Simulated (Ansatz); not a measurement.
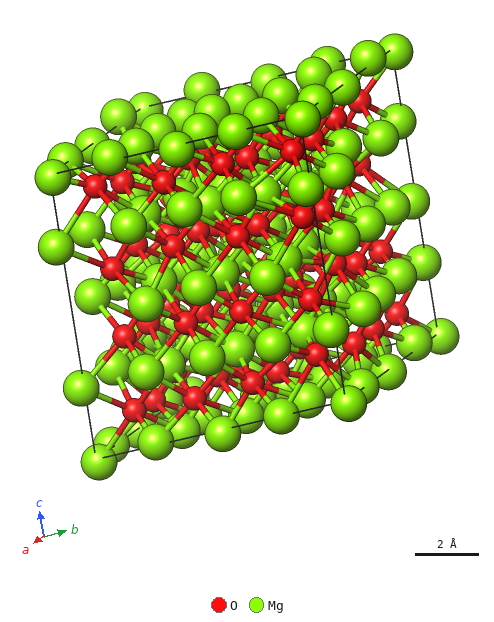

Fig. 1: The input geometry (ball-and-stick view of the cell of the calculation, seen slightly off an axis).

## Run report: Mg64O64, single-point calculation (part 1 of 2)

System: Mg64O64 (P1, 128 atoms in the cell).
Method: DFT, PBE0, PAW, plane waves (Ansatz 0.2.0).

The structure was built on a prototype by a generator.

### The input
```yaml
crystal:
  lattice:
    - [0.000000, 8.428808, 8.428808]
    - [8.428808, 0.000000, 8.428808]
    - [8.428808, 8.428808, 0.000000]
  atoms:
    - { symbol: O, position: [0.379830, 0.114877, 0.141533] }
    - { symbol: O, position: [0.877355, 0.129453, 0.117212] }
    - { symbol: O, position: [0.124465, 0.391923, 0.377548] }
    - { symbol: O, position: [0.379285, 0.610800, 0.122960] }
    - { symbol: O, position: [0.349124, 0.159097, 0.604712] }
    - { symbol: O, position: [0.641854, 0.357662, 0.362312] }
    - { symbol: O, position: [0.877908, 0.603912, 0.116599] }
    - { symbol: O, position: [0.866693, 0.129695, 0.612289] }
    - { symbol: O, position: [0.134218, 0.883999, 0.343882] }
    - { symbol: O, position: [0.117475, 0.350140, 0.894359] }
    - { symbol: O, position: [0.363172, 0.636995, 0.623750] }
    - { symbol: O, position: [0.609728, 0.887388, 0.412902] }
    - { symbol: O, position: [0.588761, 0.381997, 0.883597] }
    - { symbol: O, position: [0.871622, 0.634828, 0.622955] }
    - { symbol: O, position: [0.116945, 0.889056, 0.868051] }
    - { symbol: O, position: [0.621760, 0.884680, 0.854963] }
    - { symbol: O, position: [0.118003, 0.368655, 0.137516] }
    - { symbol: O, position: [0.357794, 0.118442, 0.364877] }
    - { symbol: O, position: [0.628199, 0.373764, 0.131699] }
    - { symbol: O, position: [0.860125, 0.131210, 0.372269] }
    - { symbol: O, position: [0.115723, 0.899878, 0.118656] }
    - { symbol: O, position: [0.126185, 0.387756, 0.616660] }
    - { symbol: O, position: [0.385563, 0.622753, 0.362593] }
    - { symbol: O, position: [0.602067, 0.910027, 0.126243] }
    - { symbol: O, position: [0.378515, 0.091589, 0.880053] }
    - { symbol: O, position: [0.593412, 0.373856, 0.630754] }
    - { symbol: O, position: [0.902907, 0.614568, 0.370678] }
    - { symbol: O, position: [0.863218, 0.113140, 0.904112] }
    - { symbol: O, position: [0.119787, 0.848841, 0.655347] }
    - { symbol: O, position: [0.360863, 0.622124, 0.869247] }
    - { symbol: O, position: [0.642642, 0.887837, 0.608797] }
    - { symbol: O, position: [0.887232, 0.628273, 0.883238] }
    - { symbol: O, position: [0.125766, 0.124641, 0.381047] }
    - { symbol: O, position: [0.406607, 0.364768, 0.112119] }
    - { symbol: O, position: [0.618551, 0.135271, 0.362604] }
    - { symbol: O, position: [0.890669, 0.375127, 0.111873] }
    - { symbol: O, position: [0.141939, 0.612414, 0.372514] }
    - { symbol: O, position: [0.358846, 0.893803, 0.124635] }
    - { symbol: O, position: [0.127961, 0.140297, 0.864945] }
    - { symbol: O, position: [0.384364, 0.367511, 0.603839] }
    - { symbol: O, position: [0.619080, 0.636871, 0.374752] }
    - { symbol: O, position: [0.858843, 0.860244, 0.158340] }
    - { symbol: O, position: [0.630658, 0.128762, 0.861541] }
    - { symbol: O, position: [0.863411, 0.376521, 0.639271] }
    - { symbol: O, position: [0.106134, 0.623677, 0.882449] }
    - { symbol: O, position: [0.341075, 0.860541, 0.659012] }
    - { symbol: O, position: [0.638171, 0.627381, 0.847898] }
    - { symbol: O, position: [0.860479, 0.893669, 0.636332] }
    - { symbol: O, position: [0.113836, 0.124632, 0.134775] }
    - { symbol: O, position: [0.649091, 0.120493, 0.100840] }
    - { symbol: O, position: [0.121280, 0.585551, 0.135625] }
    - { symbol: O, position: [0.123396, 0.107216, 0.626967] }
    - { symbol: O, position: [0.379922, 0.371270, 0.375380] }
    - { symbol: O, position: [0.640430, 0.612658, 0.098469] }
    - { symbol: O, position: [0.609115, 0.132612, 0.635047] }
    - { symbol: O, position: [0.877951, 0.383930, 0.372690] }
    - { symbol: O, position: [0.126164, 0.654671, 0.605987] }
    - { symbol: O, position: [0.397307, 0.884040, 0.365464] }
    - { symbol: O, position: [0.385996, 0.363319, 0.872909] }
    - { symbol: O, position: [0.653126, 0.632644, 0.612270] }
    - { symbol: O, position: [0.888411, 0.882741, 0.353907] }
    - { symbol: O, position: [0.868585, 0.382871, 0.864256] }
    - { symbol: O, position: [0.375995, 0.886929, 0.867830] }
    - { symbol: O, position: [0.869404, 0.897404, 0.868444] }
    - { symbol: Mg, position: [0.981617, 0.002954, 0.985835] }
    - { symbol: Mg, position: [0.502306, 0.985409, 0.987547] }
    - { symbol: Mg, position: [0.999178, 0.505240, 0.986319] }
    - { symbol: Mg, position: [0.032917, 0.994848, 0.474242] }
    - { symbol: Mg, position: [0.258811, 0.234871, 0.243479] }
    - { symbol: Mg, position: [0.518596, 0.473480, 0.009163] }
    - { symbol: Mg, position: [0.500091, 0.995804, 0.504960] }
    - { symbol: Mg, position: [0.793852, 0.252950, 0.233395] }
    - { symbol: Mg, position: [0.981658, 0.496211, 0.497256] }
    - { symbol: Mg, position: [0.259704, 0.746634, 0.254243] }
    - { symbol: Mg, position: [0.229923, 0.267196, 0.754017] }
    - { symbol: Mg, position: [0.497824, 0.466950, 0.499982] }
    - { symbol: Mg, position: [0.738527, 0.782759, 0.228593] }
    - { symbol: Mg, position: [0.753311, 0.238254, 0.756999] }
    - { symbol: Mg, position: [0.233246, 0.784924, 0.726222] }
    - { symbol: Mg, position: [0.783217, 0.725949, 0.737082] }
    - { symbol: Mg, position: [0.007567, 0.990777, 0.253863] }
    - { symbol: Mg, position: [0.254831, 0.262111, 0.973908] }
    - { symbol: Mg, position: [0.491284, 0.988066, 0.258412] }
    - { symbol: Mg, position: [0.757311, 0.254483, 0.991733] }
    - { symbol: Mg, position: [0.993024, 0.489896, 0.254539] }
    - { symbol: Mg, position: [0.232505, 0.776030, 0.010193] }
    - { symbol: Mg, position: [0.018964, 0.986512, 0.753407] }
    - { symbol: Mg, position: [0.274374, 0.235300, 0.496376] }
    - { symbol: Mg, position: [0.528124, 0.498454, 0.263675] }
    - { symbol: Mg, position: [0.757787, 0.756430, 0.995934] }
    - { symbol: Mg, position: [0.505914, 0.954940, 0.786814] }
    - { symbol: Mg, position: [0.733420, 0.248646, 0.512271] }
    - { symbol: Mg, position: [0.985600, 0.491766, 0.775849] }
    - { symbol: Mg, position: [0.271266, 0.743135, 0.479804] }
    - { symbol: Mg, position: [0.515455, 0.478006, 0.745870] }
    - { symbol: Mg, position: [0.762515, 0.757240, 0.492328] }
    - { symbol: Mg, position: [0.001400, 0.242452, 0.011661] }
    - { symbol: Mg, position: [0.269801, 0.992482, 0.268638] }
    - { symbol: Mg, position: [0.505281, 0.247139, 0.985507] }
    - { symbol: Mg, position: [0.736730, 0.020011, 0.257595] }
    - { symbol: Mg, position: [0.998509, 0.741904, 0.999670] }
    - { symbol: Mg, position: [0.999935, 0.290498, 0.486784] }
    - { symbol: Mg, position: [0.245722, 0.489202, 0.264676] }
    - { symbol: Mg, position: [0.504594, 0.742487, 0.009211] }
    - { symbol: Mg, position: [0.260597, 0.005998, 0.747982] }
    - { symbol: Mg, position: [0.479542, 0.256586, 0.503195] }
    - { symbol: Mg, position: [0.755305, 0.514337, 0.224922] }
    - { symbol: Mg, position: [0.749915, 0.010398, 0.746573] }
    - { symbol: Mg, position: [0.983554, 0.767968, 0.477649] }
    - { symbol: Mg, position: [0.247673, 0.494004, 0.762916] }
    - { symbol: Mg, position: [0.510659, 0.730562, 0.493095] }
    - { symbol: Mg, position: [0.762553, 0.497399, 0.740916] }
    - { symbol: Mg, position: [0.227604, 0.993918, 0.023095] }
    - { symbol: Mg, position: [0.769084, 0.977267, 0.000679] }
    - { symbol: Mg, position: [0.000158, 0.247813, 0.256317] }
    - { symbol: Mg, position: [0.257923, 0.487650, 0.980788] }
    - { symbol: Mg, position: [0.246352, 0.000963, 0.503047] }
    - { symbol: Mg, position: [0.507034, 0.252182, 0.242738] }
    - { symbol: Mg, position: [0.738126, 0.502511, 0.988834] }
    - { symbol: Mg, position: [0.747664, 0.988419, 0.515170] }
    - { symbol: Mg, position: [0.997947, 0.753730, 0.247181] }
    - { symbol: Mg, position: [0.996478, 0.270954, 0.763548] }
    - { symbol: Mg, position: [0.224321, 0.501836, 0.527971] }
    - { symbol: Mg, position: [0.476704, 0.750760, 0.280219] }
    - { symbol: Mg, position: [0.480226, 0.284667, 0.745163] }
    - { symbol: Mg, position: [0.754370, 0.503032, 0.494902] }
    - { symbol: Mg, position: [0.024557, 0.723901, 0.777129] }
    - { symbol: Mg, position: [0.505937, 0.747603, 0.747599] }
kpoints:
  mp_grid: { grid: [1, 1, 1] }
hamiltonian:
  xc: pbe0
scf:
  occupations: { method: fermi_dirac, width: 0.01 }
output:
  forces: true
  eigenvalues: true
  populations: true
  eigenstates: { kpoints: [[0, 0, 0]], e_range: [-6.0, 6.0], localisation: true }
```

### Output
```
Pseudopotentials: kind: paw
Functional definition: PBE0
  parameter a = 0.25
  parameter kappa = 0.804
  parameter beta = 0.06672455060314922
  exchange = (1 - a)*pbe_x(kappa = kappa, mu = beta*pi^2/3) + a*exact_x
  correlation = pbe_c(beta = beta)
Crystal: 128 atoms, lattice volume = 1197.646 Å³
Basis set: ecut = 420 eV, 23409 PW (Γ), exchange–correlation on 160×160×160 points (8 copies of the dense FFT grid, shifted against one another)
Bands: 640, of which v1, the nominal top of the filled ones, is band 512 counted from 1 (511 counted from 0)
Symmetry: 1 space group operations
Space group: P1 (ITA 1), of the structure as read, at distance tolerance 1.1e-4 Å
k-points: 1
Non-local potential: O, projectors of the file, l = 0: 2, l = 1: 2, l = 2: 1
Non-local potential: Mg, projectors of the file, l = 0: 3, l = 1: 2, l = 2: 1
PAW form: soft (Blöchl's): semilocal exchange-correlation on the pseudo side does not see the compensation charge
PAW frozen core: O, regenerated for the run's functional, and the local potential with it (the file was generated under x = pbe(κ = 0.804, μ = 0.2195149727645171), c = pbe(β = 0.06672455060314922))
PAW frozen core: Mg, regenerated for the run's functional, and the local potential with it (the file was generated under x = pbe(κ = 0.804, μ = 0.2195149727645171), c = pbe(β = 0.06672455060314922))
PAW one-centre angular grid: O, 110 points (default); XC on 64 Gauss nodes
PAW one-centre angular grid: Mg, 110 points (default); XC on 64 Gauss nodes
Initial density: superposition of atomic densities (neutral atoms: chi_scale 0, normalization atom), corrected by the library's trained network
Initial wavefunctions: pseudopotential atomic-orbital guess
Functional: x = pbe(κ = 0.804, μ = 0.2195149727645171), c = pbe(β = 0.06672455060314922), warm-up for x = 0.75 pbe(κ = 0.804, μ = 0.2195149727645171) + 0.25 exact, c = pbe(β = 0.06672455060314922)
SCF iter   1: F=—  HF=-159568.442044 eV  |F-HF|=—  |Δ(HF+E_count)|=         —  Δρ=2.40e-3  dr2=1.50e-1  ethr=1.77e-3  ⟨swp⟩=11.0  Hψ=3001  notcnv=0
preconditioner: auto → none  [insulator: Δε(μ)=2.600 eV  Ē_g=15.359 eV  σ=0.010 eV  W_gap=1.00  n_scr=338 (ndim 8)  ℏωp=24.3 eV  f_vac=0.000  D(μ)=0.00/eV (n_scr^D=0)]
SCF iter   2: F=—  HF=-159568.414098 eV  |F-HF|=—  |Δ(HF+E_count)|=   2.79e-2  Δρ=1.21e-3  dr2=2.83e-2  ethr=1.47e-5  ⟨swp⟩=7.0  Hψ=1734  notcnv=0  defer=33
iter 3 solved again at ethr=2.28e-7 eV; its pass at ethr=2.77e-6 eV (dr2=2.34e-3 eV) is discarded
SCF iter   3: F=—  HF=-159568.408273 eV  |F-HF|=—  |Δ(HF+E_count)|=   5.82e-3  Δρ=3.27e-4  dr2=2.33e-3  ethr=2.28e-7  ⟨swp⟩=5.0  Hψ=2975  notcnv=0  defer=18
SCF iter   4: F=-159568.407598 eV  HF=-159568.407689 eV  |F-HF|=9.13e-5  |Δ(HF+E_count)|=   5.84e-4  Δρ=1.18e-4  dr2=1.57e-4  ethr=2.27e-7  ⟨swp⟩=5.0  Hψ=1585  notcnv=0  defer=30
SCF 1 stopped early in 4 iterations: F = -159568.407598 eV  dr2 = 1.57e-4
  greatest PAW one-centre occupation: 1.001 electrons in one spin orbital (limit 2), on the Mg atom at site 78 (counted from 0), in its partial waves of l = 1
Initial density: handed on by an earlier stage of this run
Initial wavefunctions: those handed on with the density
Functional: x = 0.75 pbe(κ = 0.804, μ = 0.2195149727645171) + 0.25 exact, c = pbe(β = 0.06672455060314922)
Frozen-core exchange: fock
SCF iter   1: F=—  HF=-159597.836076 eV  |F-HF|=—  |Δ(HF+E_count)|=         —  Δρ=7.59e-3  dr2=5.25e-1  ethr=1.54e-7  ⟨swp⟩=10.0  Hψ=3363  notcnv=0
preconditioner: auto → none  [insulator: Δε(μ)=4.910 eV  Ē_g=18.561 eV  σ=0.010 eV  W_gap=1.00  n_scr=338 (ndim 8)  ℏωp=24.3 eV  f_vac=0.000  D(μ)=0.00/eV (n_scr^D=0)]
SCF iter   2: F=—  HF=-159597.649377 eV  |F-HF|=—  |Δ(HF+E_count)|=   1.87e-1  Δρ=4.15e-3  dr2=1.07e-1  ethr=1.54e-7  ⟨swp⟩=5.0  Hψ=2545  notcnv=0
SCF iter   3: F=—  HF=-159597.942601 eV  |F-HF|=—  |Δ(HF+E_count)|=   2.93e-1  Δρ=2.06e-3  dr2=5.26e-2  ethr=1.54e-7  ⟨swp⟩=5.0  Hψ=2474  notcnv=0
SCF iter   4: F=—  HF=-159597.927327 eV  |F-HF|=—  |Δ(HF+E_count)|=   1.53e-2  Δρ=3.52e-4  dr2=1.90e-3  ethr=1.54e-7  ⟨swp⟩=4.0  Hψ=2067  notcnv=0
SCF iter   5: F=—  HF=-159597.933218 eV  |F-HF|=—  |Δ(HF+E_count)|=   5.89e-3  Δρ=4.20e-4  dr2=2.39e-3  ethr=7.96e-8  ⟨swp⟩=6.0  Hψ=1738  notcnv=0
SCF iter   6: F=—  HF=-159597.932656 eV  |F-HF|=—  |Δ(HF+E_count)|=   5.62e-4  Δρ=1.31e-4  dr2=2.23e-4  ethr=7.96e-8  ⟨swp⟩=4.0  Hψ=1547  notcnv=0
SCF iter   7: F=-159597.932599 eV  HF=-159597.932595 eV  |F-HF|=4.47e-6  |Δ(HF+E_count)|=   6.18e-5  Δρ=2.73e-5  dr2=2.06e-5  ethr=2.05e-8  ⟨swp⟩=4.0  Hψ=1241  notcnv=0
SCF 2 stopped early in 7 iterations: F = -159597.932599 eV  dr2 = 2.06e-5
  Residual-converged pass: ⟨swp⟩=4.0  Hψ=1878  notcnv=0  max |occ|·‖R‖ = 4.5e-6 eV (tolerance 6.7e-6 eV)  dr2=2.06e-5  dr2_onsite=3.58e-7  max |Δocc| = 0.0e0
hybrid outer 1: dexx = +3.098e-1 eV, tail = 1.14e-3 eV
SCF iter   1: F=—  HF=-159597.929683 eV  |F-HF|=—  |Δ(HF+E_count)|=         —  Δρ=6.14e-5  dr2=3.96e-5  ethr=5.57e-7  ⟨swp⟩=10.0  Hψ=1450  notcnv=0
preconditioner: auto → none  [insulator: Δε(μ)=4.790 eV  Ē_g=18.526 eV  σ=0.010 eV  W_gap=1.00  n_scr=338 (ndim 8)  ℏωp=24.3 eV  f_vac=0.000  D(μ)=0.00/eV (n_scr^D=0)]
SCF iter   2: F=—  HF=-159597.929684 eV  |F-HF|=—  |Δ(HF+E_count)|=   8.77e-7  Δρ=1.67e-5  dr2=2.53e-6  ethr=3.62e-9  ⟨swp⟩=4.0  Hψ=1677  notcnv=0
SCF iter   3: F=—  HF=-159597.929691 eV  |F-HF|=—  |Δ(HF+E_count)|=   6.51e-6  Δρ=1.43e-5  dr2=1.67e-6  ethr=1.21e-10  ⟨swp⟩=10.0  Hψ=1845  notcnv=0  defer=2
SCF iter   4: F=-159597.929690 eV  HF=-159597.929690 eV  |F-HF|=5.06e-8  |Δ(HF+E_count)|=   2.80e-7  Δρ=4.53e-6  dr2=8.15e-8  ethr=1.21e-10  ⟨swp⟩=3.0  Hψ=1386  notcnv=0
SCF 3 converged in 4 iterations: F = -159597.929690 eV  dr2 = 8.15e-8
  Residual-converged pass: ⟨swp⟩=3.0  Hψ=1167  notcnv=0  max |occ|·‖R‖ = 6.4e-6 eV (tolerance 6.7e-6 eV)  dr2=8.10e-8  dr2_onsite=1.01e-8  max |Δocc| = 0.0e0
```

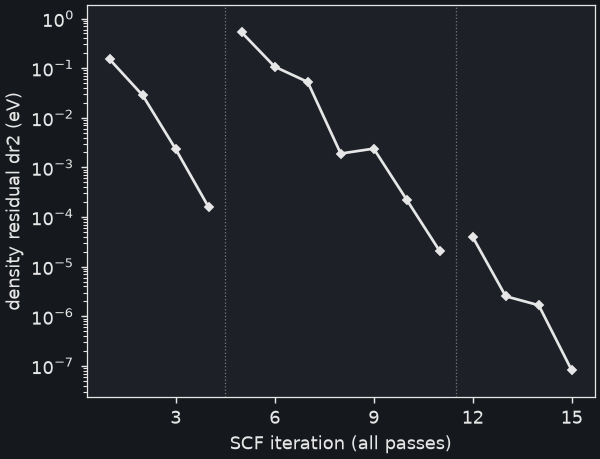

Fig. 2: Convergence of the self-consistent field: density residual dr2 against the SCF iteration. The run starts with a semilocal functional; after that each stretch between dotted lines is one SCF of the hybrid functional between two exact rebuilds of the exchange operator by the outer loop. Early passes are stopped at a loose threshold. The passes take 4, 7 and 4 iterations.

```
hybrid outer 2: dexx = +7.179e-6 eV, tail = 3.42e-7 eV, Δε = 2.03e-3 eV (about 6.44e-5 eV left of the loop's levels), ΔF = 7.36e-3 eV/Å (tail 8.56e-4)
NSCF: frozen V_eff on 1 k-points
hybrid SCF converged: 2 outer / 11 inner (+4 warm-up), last move |dexx| = 7.18e-6 eV, tail = 3.42e-7 eV
Stability not checked: this state was not tested for a lower state beside it, because the functional holds exact exchange (a hybrid, or Hartree-Fock), whose exchange loop this test does not read (fock_operator; see scf.lower_state_search)
Free energy (F): -159597.929691 eV
Harris-Foulkes:  -159597.929691 eV  (|F-HF|=5.06e-8)
Internal energy: -159597.929691 eV  (E = F + TS)
E sigma→0 (E₀):  -159597.929691 eV
Fermi energy:    10.301540 eV
--- Per-component energies (eV) ---
  E_band       = -22230.403223
  E_kinetic    = 16528.922419
  E_local      = -106117.372142  (includes V_loc(G=0)·N_el)
  E_nonlocal   = 9061.744663
  E_hartree    = 37214.470318
  E_xc         = -5225.327934
  E_vxc        = -6694.947138  (∫ρ·V_xc dr)
  E_exx        = -5012.409607  (= α·E_x^exact, valence–valence)
  E_paw        = -25325.379203  (= ΣΔE_a)
  E_vpaw       = 586.917210  (= ΣTr[D̂ρ^β])
  E_aug_tail   = 0.158559  (compensation charges beyond the density's cutoff)
  E_ewald      = -80718.909383
  E_core_change = -3.827388  (= ΣΔE_core)
  E_smearing   = -0.000000  (= −TS)
  E_closure    = 0.000006  (closes the sum)
  Σ components = -159597.929691   (vs F -159597.929691, Δ=2.91e-11)
```
